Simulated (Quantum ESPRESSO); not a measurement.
## KF (Carobbiite): the LO frequency by hand

How high does the longitudinal optical mode of KF (Carobbiite) lie, given the transverse one, the Born charge and ε∞?

Main program and level: Quantum ESPRESSO 7.5; DFT PBE, scalar-relativistic, plane waves, PseudoDojo norm-conserving pseudopotentials.

### Step 1. Set-up

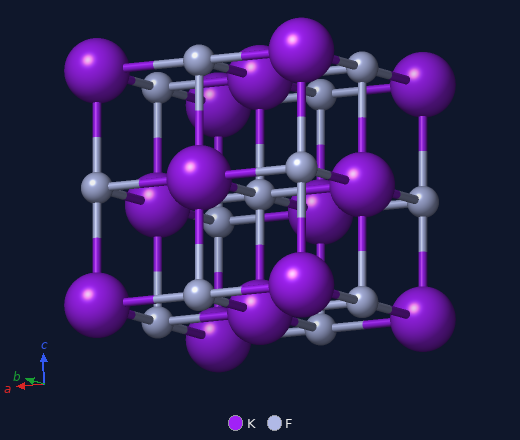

The cell as given, from a free direction (potassium purple, fluorine light blue). This picture shows the conventional cell, with its axes. Some periodic images of atoms are drawn too.

This is the cell after its relaxation at this level of theory, not the database cell from which that began.

### Step 2. What the response run gave

A linear-response run on the relaxed cell, with the response to an electric field; only its zone-centre results are used. Cutoff 92 Ry, k mesh 8×8×8.

Log:

```text
[banners, grids, parts of the stress and lines that vanish by symmetry left out]
Program PHONON v.7.5
     Reading xml data from directory:

[...]
Exchange-correlation= PBE
                           (   1   4   3   4   0   0   0)
[...]
(   8 q-points):
[...]
kinetic-energy cut-off    =      92.0000  Ry
     charge density cut-off    =     368.0000  Ry
     convergence threshold     =      1.0E-18
[...]
Exchange-correlation= PBE
                           (   1   4   3   4   0   0   0)
[...]
q = (   0.0000000   0.0000000   0.0000000 )
     49 Sym.Ops. (with q -> -q+G )
     G cutoff =  488.2192  (  31951 G-vectors)     FFT grid: ( 45, 45, 45)
     number of k points=    29
[...]
Mode symmetry, O_h (m-3m)  point group:
[...]
Dielectric constant
[...]
End of electric fields calculation
          Dielectric constant in cartesian axis
          (       1.954830027       0.000000000      -0.000000000 )
          (       0.000000000       1.954830027       0.000000000 )
          (      -0.000000000      -0.000000000       1.954830027 )
          Effective charges (d Force / dE) in cartesian axis without acoustic sum rule applied (asr)
           atom    1  K     Mean Z*:        1.13352
      Ex  (        1.13352        0.00000       -0.00000 )
      Ey  (        0.00000        1.13352       -0.00000 )
      Ez  (       -0.00000       -0.00000        1.13352 )
           atom    2  F     Mean Z*:       -1.13358
      Ex  (       -1.13358       -0.00000        0.00000 )
      Ey  (       -0.00000       -1.13358       -0.00000 )
      Ez  (        0.00000       -0.00000       -1.13358 )
          Effective charges Sum: Mean:       -0.00006
[...]
Effective charges (d Force / dE) in cartesian axis with asr applied:
           atom    1  K     Mean Z*:        1.13355
[...]
atom    2  F     Mean Z*:       -1.13355
[...]
Representation #   1 modes #   1   2   3
[...]
End of self-consistent calculation
     Convergence has been achieved
     Representation #   2 modes #   4   5   6
[...]
End of self-consistent calculation
     Convergence has been achieved
[...]
Dielectric constant in cartesian axis
          (       1.954830027       0.000000000      -0.000000000 )
          (       0.000000000       1.954830027       0.000000000 )
          (      -0.000000000      -0.000000000       1.954830027 )
          Effective charges (d Force / dE) in cartesian axis without acoustic sum rule applied (asr)
           atom    1  K     Mean Z*:        1.13352
[...]
Mode symmetry, C_s (m)     point group:
[...]
q = (    0.530330086  -0.176776695   0.530330086 )
[...]
Mode symmetry, C_s (m)     point group:
     freq (   1-   1) =         96.4  [cm-1]   --> A''
     freq (   2-   2) =        122.7  [cm-1]   --> A'
     freq (   3-   3) =        155.4  [cm-1]   --> A'
     freq (   4-   4) =        164.5  [cm-1]   --> A''
     freq (   5-   5) =        172.8  [cm-1]   --> A'
     freq (   6-   6) =        218.9  [cm-1]   --> A'
[...]
Mode symmetry, C_2v (mm2)  point group:
[...]
q = (    0.353553391   0.000000000   0.353553391 )
[...]
Mode symmetry, C_2v (mm2)  point group:
     freq (   1-   1) =        102.8  [cm-1]   --> B_1  D_3  S_3
     freq (   2-   2) =        107.1  [cm-1]   --> B_2  D_4  S_4
     freq (   3-   3) =        152.4  [cm-1]   --> A_1  D_1  S_1
     freq (   4-   4) =        154.7  [cm-1]   --> B_1  D_3  S_3
     freq (   5-   5) =        175.0  [cm-1]   --> B_2  D_4  S_4
     freq (   6-   6) =        240.3  [cm-1]   --> A_1  D_1  S_1
[...]
Mode symmetry, D_4h(4/mmm) point group:
[...]
Convergence has been achieved
[...]
Convergence has been achieved
[...]
Convergence has been achieved
[...]
Convergence has been achieved
[...]
q = (    0.000000000  -0.707106781   0.000000000 )
[...]
freq (    5) =       5.171964 [THz] =     172.518158 [cm-1]
     freq (    6) =       5.778979 [THz] =     192.765993 [cm-1]
[...]
Mode symmetry, D_4h(4/mmm) point group:
     freq (   1-   2) =         91.0  [cm-1]   --> E_u  X_5' M_5'
     freq (   3-   3) =        163.0  [cm-1]   --> A_2u X_4' M_4'
     freq (   4-   5) =        172.5  [cm-1]   --> E_u  X_5' M_5'
     freq (   6-   6) =        192.8  [cm-1]   --> A_2u X_4' M_4'
[...]
Mode symmetry, D_2d (-42m) point group:
[...]
Representation #   1 mode #   1
[...]
Convergence has been achieved
     Representation #   2 mode #   2
[...]
Convergence has been achieved
     Representation #   3 modes #   3   4
[...]
End of self-consistent calculation
     Convergence has been achieved
     Representation #   4 modes #   5   6
[...]
End of self-consistent calculation
     Convergence has been achieved
[...]
q = (   -0.353553391  -0.707106781   0.000000000 )
[...]
freq (    1) =       3.811198 [THz] =     127.127896 [cm-1]
     freq (    2) =       4.058528 [THz] =     135.377925 [cm-1]
     freq (    3) =       4.058528 [THz] =     135.377925 [cm-1]
     freq (    4) =       5.410049 [THz] =     180.459801 [cm-1]
     freq (    5) =       5.422781 [THz] =     180.884501 [cm-1]
     freq (    6) =       5.422781 [THz] =     180.884501 [cm-1]
[...]
Mode symmetry, D_2d (-42m) point group:
     freq (   1-   1) =        127.1  [cm-1]   --> B_2  X_3  W_2
     freq (   2-   3) =        135.4  [cm-1]   --> E    X_5  W_3
     freq (   4-   4) =        180.5  [cm-1]   --> A_1  X_1  W_1
     freq (   5-   6) =        180.9  [cm-1]   --> E    X_5  W_3

   JOB DONE.
```

```csv
quantity,value
cell volume Ω (Å³),39.717
mass of K (u),39.098
mass of F (u),18.998
"Born charge of K, raw (e)",1.133
"Born charge of F, raw (e)",-1.134
ε∞,1.955
ω(TO) after the sum rule (cm⁻¹),164.9
```

### Step 3. The calculation

The charges must sum to zero over the cell; taking off their mean, 0.000 e, leaves Z* = 1.134 e on K. In the polar mode K moves against F, so the reduced mass is μ = 39.10 × 19.00 / 58.10 = 12.786 u.

A longitudinal wave builds up a field that adds to the restoring force: ω(LO)² = ω(TO)² + 4π Z*² / (μ Ω ε∞), in Hartree atomic units. With μ = 23307 electron masses and Ω = 268.02 bohr³ the second term is 1.3223e-06 Ha², or 63694 cm⁻² (1 Ha = 219474.6 cm⁻¹).

So ω(LO) = √(27179 + 63694) = 301.5 cm⁻¹, and by the Lyddane-Sachs-Teller relation ε₀ = ε∞ (ω(LO)/ω(TO))² = 6.54.

### Step 4. Check against the program

The analysis program adds the same non-analytic term to the full matrix, here for q along (1 0 0).

Log:

```text
[banner, memory and clock lines left out]
Program DYNMAT v.7.5

     Reading Dynamical Matrix from file x.dyn1
     ...Force constants read
     ...epsilon and Z* read

     Polarizability (A^3 units)
     multiply by 0.758566 for Clausius-Mossotti correction
         3.017830    0.000000   -0.000000
         0.000000    3.017830   -0.000000
        -0.000000    0.000000    3.017830

     IR activities are in (D/A)^2/amu units

# mode   [cm-1]    [THz]      IR
    1      0.00    0.0000    0.0000
    2      0.00    0.0000    0.0000
    3      0.00    0.0000    0.0000
    4    164.86    4.9423    2.3186
    5    164.86    4.9423    2.3186
    6    301.45    9.0372    2.3186
```

ε₀ comes from the program's run without a direction of q.

```csv
quantity,by hand,program
ω(LO) (cm⁻¹),301.5,301.4
ε₀,6.54,6.54
```

### Step 5. Results

| Item | Value |
| --- | --- |
| TO mode | 164.9 cm⁻¹ |
| LO mode | 301.4 cm⁻¹ |
| static dielectric constant | 6.536 |

In words: The LO mode of KF (Carobbiite) lies at 301 cm⁻¹, 137 cm⁻¹ above the TO mode; the formula meets the program within 0.1 cm⁻¹, as it must for a cubic crystal with one polar mode. ω(LO)² − ω(TO)² goes with Z*²/ε∞: an error of 5 % in ε∞ would move the LO mode by 5.1 cm⁻¹, and semilocal functionals tend to overestimate ε∞. These are harmonic values at zero temperature, at the volume of this functional, for the structure held cubic; stability elsewhere in the zone is no part of this calculation.

[Host names and launcher messages were left out of these logs when they were recorded.]

[Logs are printed without paths, hosts, clocks, repeated set-up lines and the standing remarks that a program may print on its own settings, such as how far it seeks lower states.]

[Hosts, paths, dates, database ids (printed as entryN), source tags and the programs' standing remarks are cut or masked in the printed files.]
